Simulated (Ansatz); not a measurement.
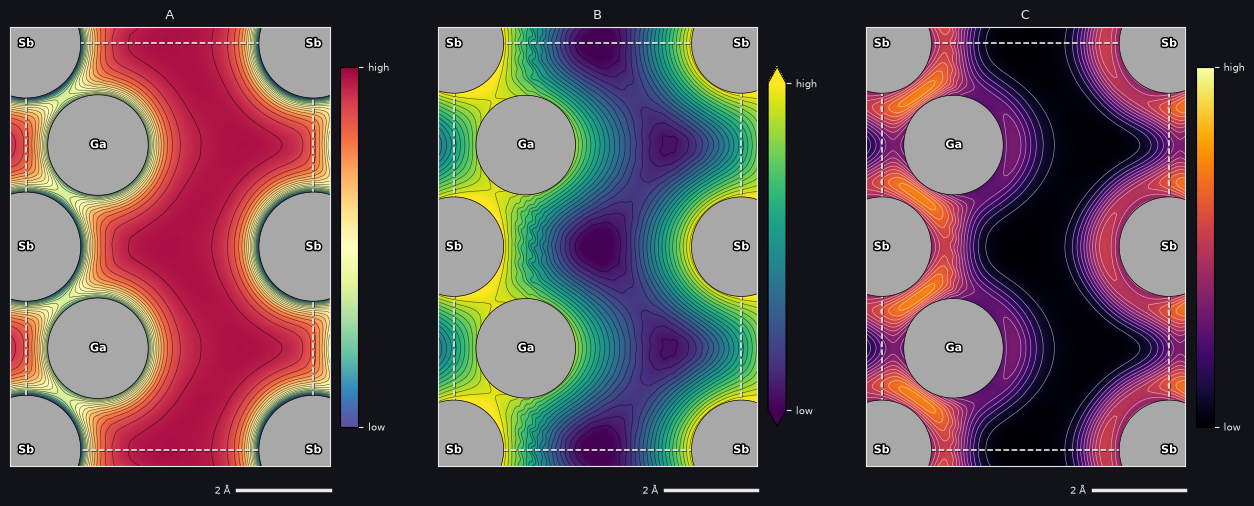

GaSb: 3 fields on the (011) plane of the conventional cell, with unlabelled colour scales. Grey discs cover the atomic cores.

Space group F-43m; computed pressure about −8 GPa in this cell.

All numbers below come from Kohn-Sham DFT of a periodic cell, RPBE with D3(BJ), Ansatz PAW (Ansatz 0.2.0).

```xyz
8
Lattice="6.2380 0.0000 0.0000 0.0000 0.0000 -6.2380 0.0000 6.2380 0.0000" Properties=species:S:1:pos:R:3 pbc="T T T"
Sb    4.6785    1.5595   -4.6785
Sb    1.5595    4.6785   -4.6785
Sb    1.5595    1.5595   -1.5595
Sb    4.6785    4.6785   -1.5595
Ga    3.1190    0.0000   -3.1190
Ga    0.0000    3.1190   -3.1190
Ga    0.0000    0.0000    0.0000
Ga    3.1190    3.1190    0.0000
```

> Which field does each panel show? The fields are: electron localisation function, electrostatic potential energy of an electron and valence pseudo-density.

Panel A: electrostatic potential energy of an electron (low next to the atoms, rising into the space between them). Panel B: valence pseudo-density. Panel C: electron localisation function. From the grid: Ga–Sb (2.70 Å): ρ is about 0.39 e/Å³ halfway; the ELF peaks at about 0.75 between the atoms.
